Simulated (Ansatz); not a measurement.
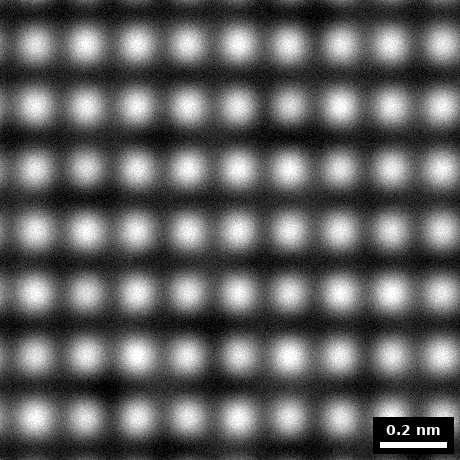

Phase-contrast TEM-like image of Al (Pm-3m, No. 221) along [211]. Simulated in the weak-phase-object approximation with neutral-atom potentials: 80 kV, Cs = −13 µm, defocus +88 Å (negative is underfocus), defocus spread 12 Å, aperture 0.86 1/Å. Shot noise and the speckle of an amorphous layer were added. Structure: the geometry relaxed with DFT, LDA (PW92), plane waves (420 eV) with PAW, scalar-relativistic (Ansatz); the starting structure was generated, so it need not be a known form of this composition.

Q: Do the atom columns appear dark or bright, and why?

A: Bright. With negative Cs and overfocus sin χ is positive over the pass band, so the strongest columns (Al) come out brighter than the background.

Q: What point resolution do these settings give, and which lattice spacings pass?

A: About 1.2 Å (0.66 |Cs|^(1/4) λ^(3/4) with λ = 0.0418 Å). The spacings that carry visible contrast are {110} at 1.90 Å, {111} at 1.55 Å, {210} at 1.20 Å.
